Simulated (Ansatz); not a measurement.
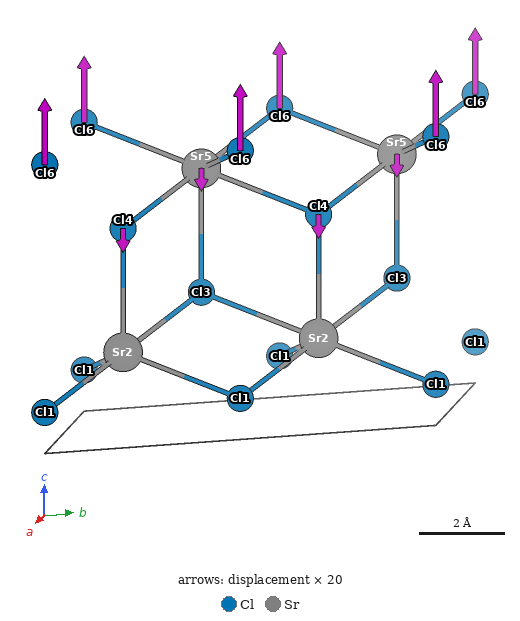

This is a constrained relaxation of a slab of composition SrCl2 (cut from the Fm-3m phase). The starting structure is drawn; purple arrows show the displacements, magnified 20 times.

Style: ball-and-stick. Shown: the 1 × 2 repeat of the cell, outlined in the plane, without the vacuum, slightly off an axis.

Case: clean slab, lower half held. The slab is the (1 1 1) face of SrCl2. 3 atoms are held fixed.

Method: DFT PBE+D3(BJ), scalar-relativistic, plane waves, PAW in Ansatz. Set-up: plane-wave cutoff 420 eV; k-point mesh 6 × 6 × 1; occupations gaussian; smearing width 0.05 eV; no spin polarisation; dipole correction; atoms relaxed in a fixed cell; force threshold 0.03 eV/Å; at most 70 steps.

**Atoms of which element are displaced furthest, and by how much?**

Chlorine: up to 0.082 Å, against 0.029 Å for strontium.

**What happened in the run?**

The atom that moves furthest is Cl6 (0.082 Å along the normal (+c)). By element the largest moves are Cl 0.082 Å, Sr 0.029 Å. The cell stays as it was. Among the contacts that change: Sr5–Cl6 3.013 → 3.051 Å, Cl3–Sr5 3.013 → 2.984 Å. Among the angles between lasting bonds that change: Sr5–Cl6–Sr5 109.5° → 107.4°. Over 2 accepted moves (3 points after the start) the energy falls by 14.3 meV per cell of the calculation. Largest force component: 0.24 eV/Å at the start, 0.0053 eV/Å at the end. 1 step only repeated the SCF at the same geometry. The run took of the order of 30 core-seconds on a shared host.
